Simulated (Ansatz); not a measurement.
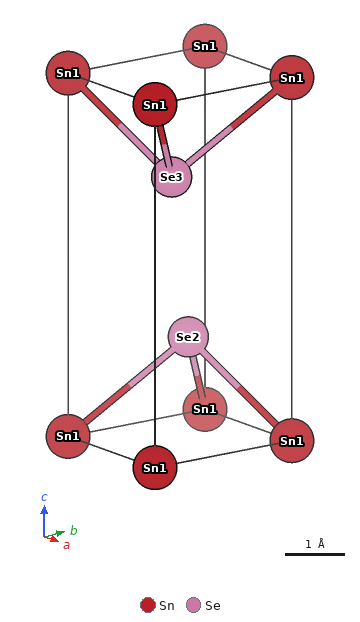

Fig. 1: The input geometry (ball-and-stick view of the cell of the calculation, seen slightly off an axis; atoms are numbered from 1 in the order of the input). An atom can appear more than once, as a periodic image.

**Run report: SnSe2, single-point calculation**

- system: SnSe2 (P-3m1, 3 atoms in the cell)
- method: DFT, PBE, plane waves, PAW, no spin polarisation (Ansatz 0.2.0)

The structure was built on a prototype by a generator. The geometry comes from this level: r2scan-rvv10. It belongs to a series of runs on one base structure; here: basis.ecutrho_ratio = 12. Figures and captions count atoms from 1; the log counts them from 0 in places.

**Log**
```
scf.n_extra_bands = 4 over 23 filled bands (N_el = 46.0): the run solves 27 bands
Engine: ansatz 0.2.0, aarch64-unknown-linux-gnu
Pseudopotentials: kind: paw
Pseudopotential: Sn, paw, valence charge 14, recommended cutoff 420 eV (normal), Sn.paw.azcp
Pseudopotential: Se, paw, valence charge 16, recommended cutoff 420 eV (normal), Se.paw.azcp
Functional definition: PBE
  parameter kappa = 0.804
  parameter beta = 0.06672455060314922
  exchange = pbe_x(kappa = kappa, mu = beta*pi^2/3)
  correlation = pbe_c(beta = beta)
Crystal: 3 atoms, lattice volume = 78.906 Å³
Basis set: ecut = 420 eV, 1545 PW (Γ), exchange–correlation on 90×90×150 points (8 copies of the dense FFT grid, shifted against one another)
Bands: 27, of which v1, the nominal top of the filled ones, is band 23 counted from 1 (22 counted from 0)
Symmetry: 12 space group operations
Space group: P-3m1 (ITA 164), of the structure as read, at distance tolerance 4.3e-5 Å
k-points: 24 of 144
Non-local potential: Sn, projectors of the file, l = 0: 2, l = 1: 2, l = 2: 2, l = 3: 2
Non-local potential: Se, projectors of the file, l = 0: 2, l = 1: 2, l = 2: 3, l = 3: 1
PAW form: soft (Blöchl's): semilocal exchange-correlation on the pseudo side does not see the compensation charge
PAW one-centre angular grid: Sn, 590 points (default); XC on 64 Gauss nodes
PAW one-centre angular grid: Se, 590 points (default); XC on 64 Gauss nodes
Initial density: superposition of atomic densities (neutral atoms: chi_scale 0, normalization atom), corrected by the library's trained network
Initial wavefunctions: pseudopotential atomic-orbital guess
Functional: x = pbe(κ = 0.804, μ = 0.2195149727645171), c = pbe(β = 0.06672455060314922)
SCF iter   1: F=—  HF=-16963.338630 eV  |F-HF|=—  |Δ(HF+E_count)|=         —  Δρ=1.59e-3  dr2=3.16e-3  ethr=1.77e-3  ⟨swp⟩=5.0  Hψ=2376  notcnv=0  defer=43
preconditioner: auto → Resta (q_TF=auto, 2.494 Å⁻¹)  ε∞=2.9  [insulator: Δε(μ)=0.799 eV  Ē_g=15.576 eV  n_scr=22 (ndim 8)  ℏωp=21.3 eV  f_vac=0.078  ε∞_Penn≈2.9]
SCF iter   2: F=—  HF=-16963.337395 eV  |F-HF|=—  |Δ(HF+E_count)|=   1.23e-3  Δρ=7.05e-4  dr2=2.35e-4  ethr=6.88e-6  ⟨swp⟩=2.8  Hψ=1386  notcnv=0  defer=45
SCF iter   3: F=—  HF=-16963.337491 eV  |F-HF|=—  |Δ(HF+E_count)|=   9.58e-5  Δρ=3.37e-4  dr2=4.78e-5  ethr=5.11e-7  ⟨swp⟩=2.0  Hψ=1251  notcnv=0  defer=45
SCF iter   4: F=—  HF=-16963.337528 eV  |F-HF|=—  |Δ(HF+E_count)|=   3.66e-5  Δρ=1.06e-4  dr2=5.43e-6  ethr=1.04e-7  ⟨swp⟩=2.0  Hψ=815  notcnv=0  defer=3
SCF iter   5: F=—  HF=-16963.337533 eV  |F-HF|=—  |Δ(HF+E_count)|=   5.95e-6  Δρ=1.88e-5  dr2=3.00e-7  ethr=1.18e-8  ⟨swp⟩=2.0  Hψ=840  notcnv=0  defer=11
SCF iter   6: F=-16963.337534 eV  HF=-16963.337534 eV  |F-HF|=3.73e-8  |Δ(HF+E_count)|=   3.81e-7  Δρ=6.09e-6  dr2=3.91e-8  ethr=2.17e-10  ⟨swp⟩=7.6  Hψ=3280  notcnv=0
SCF 1 converged in 6 iterations: F = -16963.337534 eV  dr2 = 3.91e-8
  greatest PAW one-centre occupation: 1.000 electrons in one spin orbital (limit 2), on the Se atom at site 2 (counted from 0), in its partial waves of l = 2
```

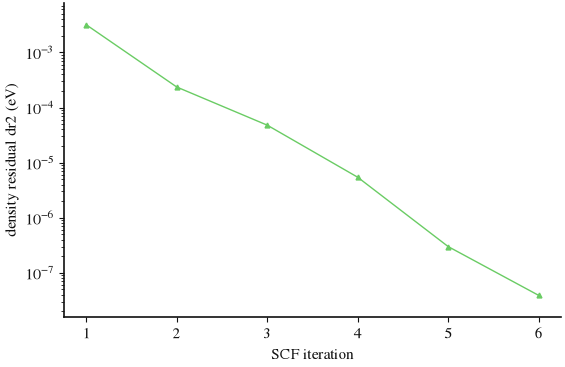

Fig. 2: Convergence of the self-consistent field: density residual dr2 against the SCF iteration. The residual falls at every step.

```
SCF converged after 6 iterations
Free energy (F): -16963.337534 eV
Harris-Foulkes:  -16963.337534 eV  (|F-HF|=3.73e-8)
Internal energy: -16963.337534 eV  (E = F + TS)
E sigma→0 (E₀):  -16963.337534 eV
Fermi energy:    7.749313 eV
--- Per-component energies (eV) ---
  E_band       = -870.168314
  E_kinetic    = 424.985976
  E_local      = -6107.274573  (includes V_loc(G=0)·N_el)
  E_nonlocal   = -1222.412063
  E_hartree    = 3125.387467
  E_xc         = -589.819747
  E_vxc        = -291.312766  (∫ρ·V_xc dr)
  E_paw        = -7963.779061  (= ΣΔE_a)
  E_vpaw       = 75.074339  (= ΣTr[D̂ρ^β])
  E_aug_tail   = 0.000007  (compensation charges beyond the density's cutoff)
  E_ewald      = -4630.425540
  E_smearing   = -0.000000  (= −TS)
  E_closure    = -0.000000  (closes the sum)
  Σ components = -16963.337534   (vs F -16963.337534, Δ=0.00e0)
--- Forces (eV/Å), atoms counted from 1 ---
  atom   1  Sn     0.00000000     0.00000000     0.00000000
  atom   2  Se     0.00000000     0.00000000     0.24743840
  atom   3  Se     0.00000000    -0.00000000    -0.24743840
  max |Σ_I F_I| component: 2.78e-17 eV/Å
--- Stress (GPa, compression-positive) ---
        2.936175      -0.000000       0.000000
        0.000000       2.936175       0.000000
        0.000000       0.000000       2.925186
  P = ⅓ Tr σ = 2.9325 GPa (29.325 kbar)
--- Band table (eV; the first three rows and the last of 24) ---
  k-point 0: bands = ["-38.9771", "-38.9771", "-38.9770", "-38.9770", "-38.9525", "-38.9525", "-38.9520", "-38.9520", "-38.9428", "-38.9426", "-13.4272", "-13.4272", "-13.3921", "-13.3798", "-13.3798", "-5.9710", "-4.3492", "1.6706", "7.2345", "7.2345", "7.5028", "7.5028", "7.6764", "8.8080", "10.8713", "12.4533", "12.4533"]
  k-point 1: bands = ["-38.9771", "-38.9771", "-38.9770", "-38.9770", "-38.9525", "-38.9525", "-38.9521", "-38.9521", "-38.9428", "-38.9426", "-13.4272", "-13.4272", "-13.3920", "-13.3799", "-13.3799", "-5.8902", "-4.5113", "2.0524", "6.5518", "7.1760", "7.1760", "7.5907", "7.5907", "9.6881", "10.8558", "12.3206", "12.3206"]
  k-point 2: bands = ["-38.9770", "-38.9770", "-38.9770", "-38.9770", "-38.9523", "-38.9523", "-38.9522", "-38.9522", "-38.9427", "-38.9427", "-13.4272", "-13.4272", "-13.3919", "-13.3799", "-13.3799", "-5.7903", "-4.6877", "2.5297", "5.7074", "7.1359", "7.1359", "7.6612", "7.6612", "10.2443", "10.7828", "12.1949", "12.1949"]
  k-point 23: bands = ["-38.9767", "-38.9767", "-38.9767", "-38.9767", "-38.9525", "-38.9524", "-38.9524", "-38.9523", "-38.9423", "-38.9423", "-13.4429", "-13.4429", "-13.3795", "-13.3795", "-13.3614", "-3.9638", "-3.9638", "0.5876", "3.7445", "3.7445", "4.2019", "7.3966", "7.3966", "10.1238", "12.3289", "12.3289", "13.8430"]
```

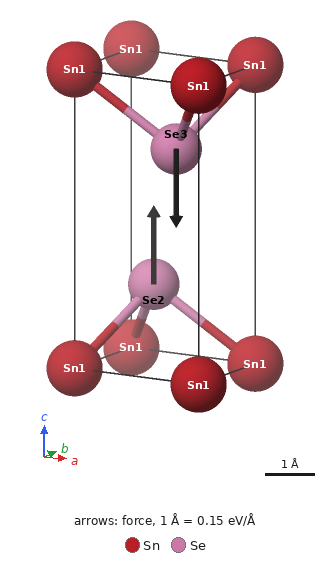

Fig. 3: Forces on the atoms as black arrows (ball-and-stick view of the cell of the calculation, seen slightly off an axis; atoms are numbered from 1 in the order of the input). The largest act on Se2, Se3 (0.25 eV/Å). The geometry is not a stationary point of this energy.

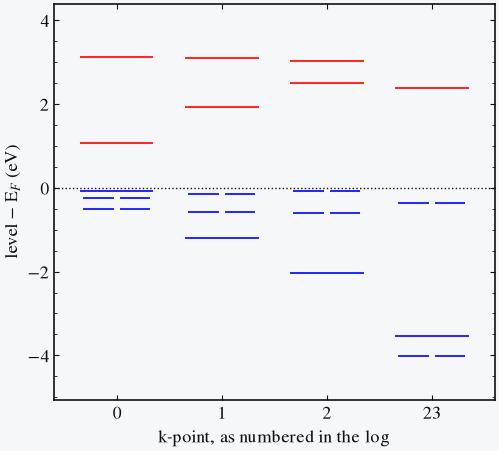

Fig. 4: Kohn–Sham levels near the Fermi level (dotted) at the few k-points that the log prints; levels within 0.02 eV of each other stand side by side. Among these points the highest filled and lowest empty levels are 1.13 eV apart; the gap on the full mesh, 0.79 eV, has an edge at a point that isn't printed.

The run was set up as follows.

**The input**
```yaml
crystal:
  lattice:
    - [3.8251493292, 0.0, 0.0]
    - [-1.9125746646, 3.3126764923, 0.0]
    - [0.0, 0.0, 6.2270790415]
  atoms:
    - { symbol: Sn, position: [0.0, 0.0, 0.0] }
    - { symbol: Se, position: [0.3333333333, 0.6666666667, 0.2530782243] }
    - { symbol: Se, position: [0.6666666667, 0.3333333333, 0.7469217757] }
kpoints:
  mp_grid: { grid: [6, 6, 4] }
hamiltonian:
  xc: pbe
scf:
  occupations: { method: fixed }
  n_extra_bands: 4
  max_iter: 85
output:
  forces: true
  stress: true
  eigenvalues: true
basis:
  ecutrho_ratio: 12
```

Launch command:
```bash
ansatz run input.yaml --threads 4 --pin off --max-ram 3686MiB --backend cpu --events-out ev --progress --plain --runs-dir out
```

**Key numbers**

| quantity | value |
| --- | --- |
| outcome | converged |
| space group (tolerance 0.01 Å) | P-3m1 (164) |
| electrons treated | 46 |
| free energy | −16963.3375 eV |
| Fermi energy | 7.749 eV |
| gap on the k-point mesh | 0.79 eV |
| pressure | 2.93 GPa |
| largest force (length of the vector) | 0.247 eV/Å |
| hardware | 4 threads of Arm Neoverse V1, 112 GiB of memory available, shared host |
| wall time | 1.2 s (CPU time 4.1 s) |
| peak memory | 0.51 GiB |

Settings chosen away from the usual ones: basis.ecutrho_ratio = 12.
